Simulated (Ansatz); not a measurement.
Consider Ru.

The calculation's input:

```
crystal:
  lattice:
    - [2.6896847532, 0.0, 0.0]
    - [-1.3448423766, 2.3293353245, 0.0]
    - [0.0, 0.0, 4.2523798378]
  atoms:
    - { symbol: Ru, position: [0.2986452533, 0.6666666667, 0.25] }
    - { symbol: Ru, position: [0.7013547467, 0.3333333333, 0.75] }
basis:
  ecutwfc: 420
kpoints:
  mp_grid: { grid: [18, 18, 10] }
hamiltonian:
  xc: pbesol
  pseudopotentials: { kind: paw, azcp: { folder: soft_1 } }
scf:
  occupations: { method: gaussian, width: 0.15 }
output:
  forces: true
  stress: true
  eigenvalues: true
  write_density: true
  write_potential: true
  elf: true
  volumetric_format: npy
```

Run with:

```sh
ansatz run input.yaml --threads 1 --pin off --max-ram 2048MiB --backend cpu --events-out ev --progress --plain --runs-dir out
```

Below, planes, directions and counts refer to the conventional cell (a = 2.69 Å, b = 4.25 Å, c = 2.69 Å, α = 90.00°, β = 120.00°, γ = 90.00°).

Space group P2₁/m; not relaxed (largest force 1.4 eV/Å); computed without spin polarisation; PAW files of the earlier set (soft_1).

Method: DFT PBEsol, scalar-relativistic, plane waves, PAW (Ansatz).

Predict the valence pseudo-density and electron localisation function between the atoms.

Ru–Ru (2.73 Å): ρ is about 0.38 e/Å³ halfway; the ELF is about 0.30 at the midpoint (no localised pair shows between them).

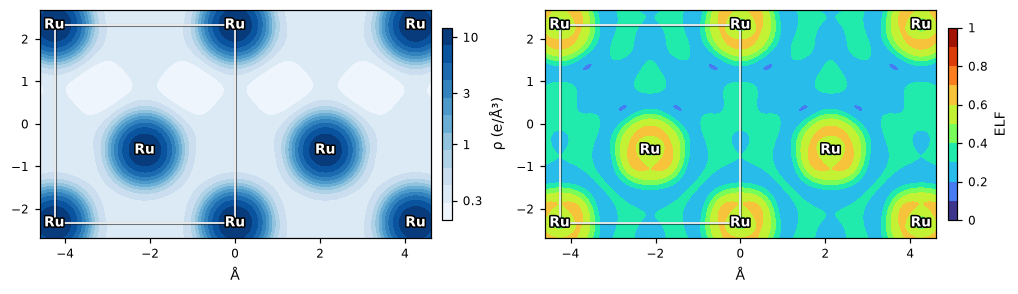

Computed valence pseudo-density and electron localisation function on the (101) plane of the conventional cell, in this order. 

In a PAW calculation such maps are meaningful between the atoms, not at the nuclei.
